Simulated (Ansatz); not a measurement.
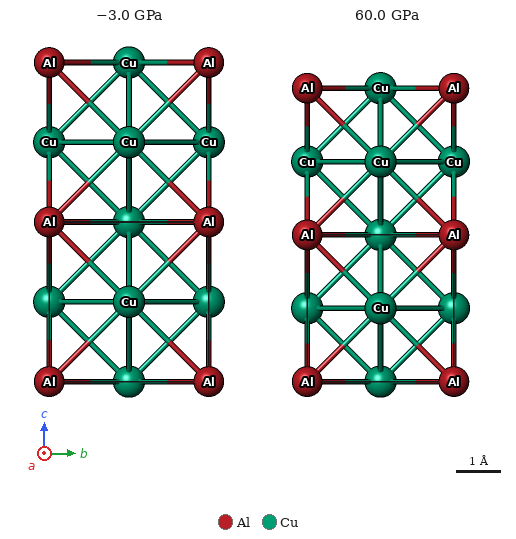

Solid AlCu₃ (set up in Pm-3m), relaxed (cell and atoms) at several target pressures. The picture shows the first and the last member. A ball-and-stick model of the cell of the calculation, repeated 1 × 1 × 2 with one cell outlined, seen along the a axis.

Computed with Ansatz 0.2.0: DFT r2SCAN, scalar-relativistic, plane waves, PAW. Settings: plane-wave cutoff 500 eV; k-point mesh 12 × 12 × 12; occupations gaussian; smearing width 0.1 eV; no spin polarisation; cell and atoms relaxed; force threshold 0.008 eV/Å.

| pressure (GPa) | volume (Å³/atom) | a (Å) |
| --- | --- | --- |
| −3.0 | 12.330 | 3.667 |
| 0.0 | 12.075 | 3.642 |
| 3.0 | 11.848 | 3.619 |
| 8.0 | 11.518 | 3.585 |
| 15.0 | 11.127 | 3.544 |
| 30.0 | ? | ? |
| 60.0 | 9.580 | 3.371 |

Fill in the missing row.

Answer. Murnaghan's form V = V₀(1 + B′P/B₀)^(−1/B′), with V₀ = 12.075 Å³ from the row at zero pressure, fits the other rows with B₀ = 153 GPa and B′ = 4.22 (largest miss 0.005 Å³). At 30.0 GPa it gives 12.075 × (1 + 4.22 × 30.0/153)^(−1/4.22) = 10.467 Å³ per atom. The calculation gives 10.475 Å³/atom (a = 3.473 Å). The estimate is 0.008 Å³/atom too low. From the first member to the last: Al–Cu 2.593 → 2.384 Å, Cu–Cu 2.593 → 2.384 Å.

The whole series:

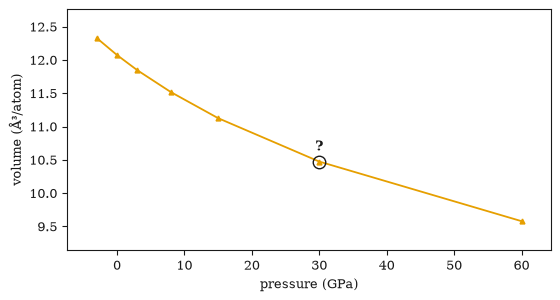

Each member starts from this one structure; whether another phase lies lower wasn't checked.
